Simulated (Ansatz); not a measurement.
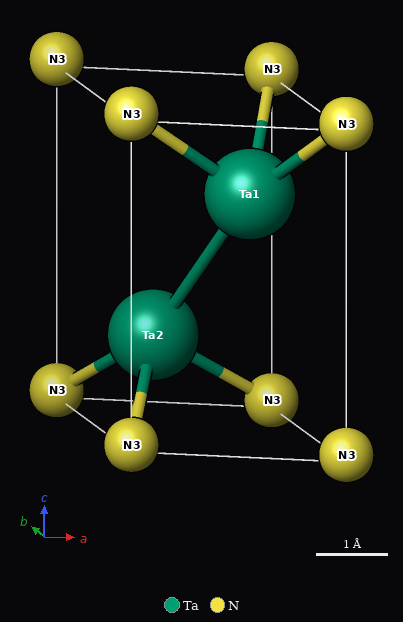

Figure 1. The structure as given in the input (ball-and-stick view of the cell of the calculation, seen slightly off an axis; atoms are numbered from 1 in the order of the input). An atom can appear more than once, as a periodic image. Near neighbours in the periodic cell (some may lie outside the picture): Ta has 3 N at 2.12 to 2.25 Å and 12 Ta at 2.99 to 3.10 Å; N has 6 Ta at 2.12 to 2.25 Å.

## Ta2N: a changed input and its effect

System: Ta2N (P3m1, 3 atoms in the cell).
Method of run A: DFT PBE, scalar-relativistic, plane waves, PAW, no spin polarisation (Ansatz 0.2.0).

The structure derives from a Materials Project entry. Text and figures count atoms from 1; the logs count them from 0 in places.

**Input, run A**
```yaml
crystal:
  lattice:
    - [3.1011400556, 0.0, 0.0]
    - [-1.5505700278, 2.6856660688, 0.0]
    - [0.0, 0.0, 4.8818900623]
  atoms:
    - { symbol: Ta, position: [0.6666666667, 0.3333333333, 0.744072573] }
    - { symbol: Ta, position: [0.3333333333, 0.6666666667, 0.2542625086] }
    - { symbol: "N", position: [0.0, 0.0, 0.0215080632] }
basis:
  ecutwfc: 420
kpoints:
  mp_grid: { grid: [18, 18, 10] }
hamiltonian:
  xc: pbe
scf:
  occupations: { method: gaussian, width: 0.15 }
output:
  forces: true
  stress: true
  eigenvalues: true
```

Launched with:
```bash
ansatz run input.yaml --threads 2 --pin off --max-ram 5120MiB --backend cpu --events-out ev --progress --plain --runs-dir out
```

Hardware: 2 threads of Intel Xeon @ 2.90GHz (Ice Lake), 192 GiB of memory available, shared host.

**Output, shortened to warnings, some set-up lines, iterations and results (run A)**
```
Basis set: ecut = 420 eV, 773 PW (Γ), exchange–correlation on 48×48×72 points (8 copies of the dense FFT grid, shifted against one another)
Symmetry: 6 space group operations
k-points: 330 of 3240 (time reversal used)
Initial density: superposition of atomic densities (neutral atoms: chi_scale 0, normalization atom), corrected by the library's trained network
[...]
SCF iter   1: F=—  HF=-20250.835743 eV  |F-HF|=—  |Δ(HF+E_count)|=         —  Δρ=5.36e-3  dr2=1.26e-2  ethr=1.77e-3  ⟨swp⟩=5.0  Hψ=29015  notcnv=0
SCF iter   2: F=—  HF=-20250.834151 eV  |F-HF|=—  |Δ(HF+E_count)|=   1.59e-3  Δρ=3.34e-3  dr2=5.08e-3  ethr=4.07e-5  ⟨swp⟩=1.0  Hψ=9240  notcnv=0
SCF iter   3: F=—  HF=-20250.833348 eV  |F-HF|=—  |Δ(HF+E_count)|=   8.03e-4  Δρ=6.77e-4  dr2=3.68e-4  ethr=1.64e-5  ⟨swp⟩=2.0  Hψ=7749  notcnv=0
SCF iter   4: F=—  HF=-20250.833276 eV  |F-HF|=—  |Δ(HF+E_count)|=   7.21e-5  Δρ=2.63e-4  dr2=2.14e-5  ethr=1.19e-6  ⟨swp⟩=2.0  Hψ=8969  notcnv=0
SCF iter   5: F=—  HF=-20250.833274 eV  |F-HF|=—  |Δ(HF+E_count)|=   2.03e-6  Δρ=8.11e-5  dr2=4.17e-6  ethr=6.90e-8  ⟨swp⟩=2.0  Hψ=9024  notcnv=0
SCF iter   6: F=—  HF=-20250.833274 eV  |F-HF|=—  |Δ(HF+E_count)|=   5.97e-7  Δρ=2.20e-5  dr2=1.88e-7  ethr=1.34e-8  ⟨swp⟩=2.0  Hψ=8795  notcnv=0
SCF iter   7: F=-20250.833274 eV  HF=-20250.833274 eV  |F-HF|=3.61e-9  |Δ(HF+E_count)|=   4.98e-9  Δρ=4.89e-6  dr2=1.07e-8  ethr=3.23e-10  ⟨swp⟩=5.0  Hψ=22106  notcnv=0
SCF 1 converged in 7 iterations: F = -20250.833274 eV  dr2 = 1.07e-8
SCF converged after 7 iterations
Free energy (F): -20250.833274 eV
Harris-Foulkes:  -20250.833274 eV  (|F-HF|=3.61e-9)
Internal energy: -20250.819010 eV  (E = F + TS)
E sigma→0 (E₀):  -20250.826142 eV
Entropy (-TS):   -0.014264 eV (-4.755 meV/atom)
Fermi energy:    19.686690 eV
--- Per-component energies (eV) ---
  E_band       = -177.058222
  E_kinetic    = 864.773603
  E_local      = -1244.551225  (includes V_loc(G=0)·N_el)
  E_nonlocal   = 73.702421
  E_hartree    = 430.310506
  E_xc         = -498.214527
  E_vxc        = -486.146927  (∫ρ·V_xc dr)
  E_paw        = -16920.676557  (= ΣΔE_a)
  E_vpaw       = -245.457516  (= ΣTr[D̂ρ^β])
  E_aug_tail   = 0.000399  (compensation charges beyond the density's cutoff)
  E_ewald      = -2956.163629
  E_smearing   = -0.014264  (= −TS)
  E_closure    = 0.000000  (closes the sum)
  Σ components = -20250.833274   (vs F -20250.833274, Δ=0.00e0)
--- Forces (eV/Å), atoms counted from 1 ---
  atom   1  Ta     0.00000000    -0.00000000     0.76393762
  atom   2  Ta     0.00000000     0.00000000     0.83440690
  atom   3  N     -0.00000000    -0.00000000    -1.59837539
  max |Σ_I F_I| component: 3.09e-5 eV/Å
--- Stress (GPa, compression-positive) ---
        1.469740       0.000000      -0.000000
       -0.000000       1.469740      -0.000000
       -0.000000      -0.000000       0.348237
  P = ⅓ Tr σ = 1.0959 GPa (10.959 kbar)
```

For run B the input was changed thus:
```diff
+  ecutrho_ratio: 9
+  dispersion: d3bj
```

How does run B compare with run A?

The total energies belong to different models, so their difference says nothing on which is more stable or more accurate. The pressure goes from 1.10 to −5.26 GPa. The number of SCF iterations is the same.

**Output, shortened to warnings, some set-up lines, iterations and results (run B)**
```
Basis set: ecut = 420 eV, 773 PW (Γ), exchange–correlation on 64×64×100 points (8 copies of the dense FFT grid, shifted against one another)
Symmetry: 6 space group operations
k-points: 330 of 3240 (time reversal used)
Initial density: superposition of atomic densities (neutral atoms: chi_scale 0, normalization atom), corrected by the library's trained network
[...]
SCF iter   1: F=—  HF=-20252.386305 eV  |F-HF|=—  |Δ(HF+E_count)|=         —  Δρ=5.37e-3  dr2=1.26e-2  ethr=1.77e-3  ⟨swp⟩=5.0  Hψ=29015  notcnv=0
SCF iter   2: F=—  HF=-20252.384701 eV  |F-HF|=—  |Δ(HF+E_count)|=   1.60e-3  Δρ=3.35e-3  dr2=5.09e-3  ethr=4.07e-5  ⟨swp⟩=1.0  Hψ=9240  notcnv=0
SCF iter   3: F=—  HF=-20252.383894 eV  |F-HF|=—  |Δ(HF+E_count)|=   8.07e-4  Δρ=6.78e-4  dr2=3.68e-4  ethr=1.64e-5  ⟨swp⟩=2.0  Hψ=7749  notcnv=0
SCF iter   4: F=—  HF=-20252.383823 eV  |F-HF|=—  |Δ(HF+E_count)|=   7.16e-5  Δρ=2.64e-4  dr2=2.14e-5  ethr=1.19e-6  ⟨swp⟩=2.0  Hψ=8969  notcnv=0
SCF iter   5: F=—  HF=-20252.383827 eV  |F-HF|=—  |Δ(HF+E_count)|=   4.81e-6  Δρ=8.11e-5  dr2=4.17e-6  ethr=6.91e-8  ⟨swp⟩=2.0  Hψ=9024  notcnv=0
SCF iter   6: F=—  HF=-20252.383827 eV  |F-HF|=—  |Δ(HF+E_count)|=   5.98e-7  Δρ=2.20e-5  dr2=1.88e-7  ethr=1.34e-8  ⟨swp⟩=2.0  Hψ=8796  notcnv=0
SCF iter   7: F=-20252.383827 eV  HF=-20252.383827 eV  |F-HF|=3.62e-9  |Δ(HF+E_count)|=   5.09e-9  Δρ=4.90e-6  dr2=1.07e-8  ethr=3.23e-10  ⟨swp⟩=5.0  Hψ=22107  notcnv=0
SCF 1 converged in 7 iterations: F = -20252.383827 eV  dr2 = 1.07e-8
SCF converged after 7 iterations
Free energy (F): -20252.383827 eV
Harris-Foulkes:  -20252.383827 eV  (|F-HF|=3.62e-9)
Internal energy: -20252.369563 eV  (E = F + TS)
E sigma→0 (E₀):  -20252.376695 eV
Entropy (-TS):   -0.014264 eV (-4.755 meV/atom)
Fermi energy:    19.686690 eV
--- Per-component energies (eV) ---
  E_band       = -177.058204
  E_kinetic    = 864.773595
  E_local      = -1244.550822  (includes V_loc(G=0)·N_el)
  E_nonlocal   = 73.702433
  E_hartree    = 430.310506
  E_xc         = -498.214535
  E_vxc        = -486.146915  (∫ρ·V_xc dr)
  E_paw        = -16920.676557  (= ΣΔE_a)
  E_vpaw       = -245.457517  (= ΣTr[D̂ρ^β])
  E_aug_tail   = -0.000005  (compensation charges beyond the density's cutoff)
  E_ewald      = -2956.163629
  E_disp       = -1.550550  (pairwise vdW)
  E_smearing   = -0.014264  (= −TS)
  E_closure    = 0.000000  (closes the sum)
  Σ components = -20252.383827   (vs F -20252.383827, Δ=0.00e0)
--- Forces (eV/Å), atoms counted from 1 ---
  atom   1  Ta     0.00000000    -0.00000000     0.75177886
  atom   2  Ta     0.00000000     0.00000000     0.84628648
  atom   3  N     -0.00000000    -0.00000000    -1.59809601
  max |Σ_I F_I| component: 3.07e-5 eV/Å
--- Stress (GPa, compression-positive) ---
       -4.894908       0.000000      -0.000000
       -0.000000      -4.894908      -0.000000
       -0.000000      -0.000000      -5.999626
  P = ⅓ Tr σ = -5.2631 GPa (-52.631 kbar)
```

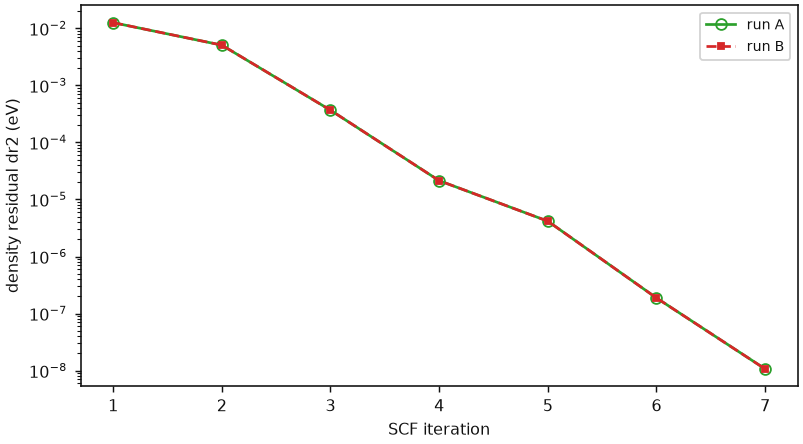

Figure 2. Convergence of the two runs: density residual dr2 against the SCF iteration. Run A takes 7 iterations in all, and run B takes 7.

**The two runs side by side**

| quantity | run A | run B |
| --- | --- | --- |
| outcome | converged | converged |
| free energy per atom (eV) | −6750.2778 | −6750.7946 |
| energy per atom, smearing taken to zero (eV) | −6750.2754 | −6750.7922 |
| gap on the mesh (eV) | 0.00 | 0.00 |
| pressure (GPa) | 1.10 | −5.26 |
| largest force (eV/Å) | 1.598 | 1.598 |
| SCF iterations | 7 | 7 |
| irreducible k-points | 330 | 330 |
| plane waves at Γ | 773 | 773 |
| wall time (shared host) | 13 s | 11 s |

For both runs: Spin–orbit coupling is left out, which matters for Ta. The cell holds an odd number of electrons but the run has no spin polarisation, so a band is left half filled. For run B: The cell is under a tension of 5.3 GPa at this level, so it is not at its equilibrium volume.
